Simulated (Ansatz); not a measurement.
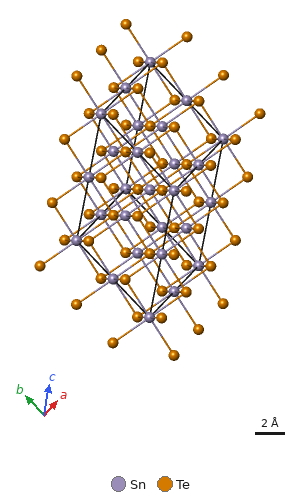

Starting frame of a dynamics run of a 16-atom cell of SnTe (built on the rocksalt type). The picture is a ball-and-stick view of the reduced simulation cell, seen from a free direction. Bonds to atoms that aren't drawn are left out. Lengths and directions refer to the drawn axes.

Theory: Ansatz 0.2.0, DFT, PBEsol, plane waves, PAW.

Input file:
```yaml
crystal:
  lattice:
    - [0.0, 6.3786600663, 6.3786600663]
    - [6.3786600663, 0.0, 6.3786600663]
    - [6.3786600663, 6.3786600663, 0.0]
  atoms:
    - { symbol: Sn, position: [0.0, 0.0, 0.0] }
    - { symbol: Te, position: [0.25, 0.25, 0.25] }
    - { symbol: Sn, position: [0.0, 0.0, 0.5] }
    - { symbol: Te, position: [0.25, 0.25, 0.75] }
    - { symbol: Sn, position: [0.0, 0.5, 0.0] }
    - { symbol: Te, position: [0.25, 0.75, 0.25] }
    - { symbol: Sn, position: [0.0, 0.5, 0.5] }
    - { symbol: Te, position: [0.25, 0.75, 0.75] }
    - { symbol: Sn, position: [0.5, 0.0, 0.0] }
    - { symbol: Te, position: [0.75, 0.25, 0.25] }
    - { symbol: Sn, position: [0.5, 0.0, 0.5] }
    - { symbol: Te, position: [0.75, 0.25, 0.75] }
    - { symbol: Sn, position: [0.5, 0.5, 0.0] }
    - { symbol: Te, position: [0.75, 0.75, 0.25] }
    - { symbol: Sn, position: [0.5, 0.5, 0.5] }
    - { symbol: Te, position: [0.75, 0.75, 0.75] }
kpoints:
  mp_grid: { grid: [2, 2, 2] }
hamiltonian:
  xc: pbesol
scf:
  occupations: { method: fermi_dirac, width: 0.039 }
md:
  ensemble: nvt_langevin
  temperature: 450
  timestep: 2.0
  n_steps: 20
  initial_velocities: maxwell_boltzmann
  seed: 6372
```

Run as
```bash
ansatz run input.yaml --threads 4 --pin off --max-ram 3686MiB --backend cpu --events-out ev --progress --plain --runs-dir out
```

Predict how the run goes.

Answer. Over the second half the temperature averages 472 K (spread ±34 K). The potential energy in the second half lies on average 3.8 meV per atom above the first frame. In the second half of the run the atoms are, in the root-mean-square, this far from where they began (common drift taken out): Sn 0.09 Å, Te 0.08 Å. The run lasts only 40 fs, too short to tell vibration from diffusion.

Along the run (each row but the first and the last is the mean over the interval that it begins):

```
time (fs)  potential energy (meV/atom)  T (K)
      0.0                          0.0    422
      6.0                          0.1    466
     12.0                          0.5    501
     18.0                          1.3    446
     24.0                          2.5    453
     30.0                          4.2    481
     36.0                          6.4    505
```

The paths of the atoms, magnified 5 times:

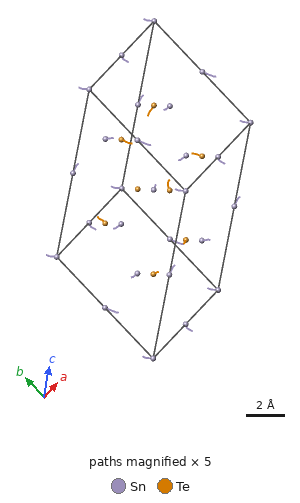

The run took 4.5 min on 4 threads of Arm Neoverse N1, with other jobs on the host, peak memory 2.2 GiB.
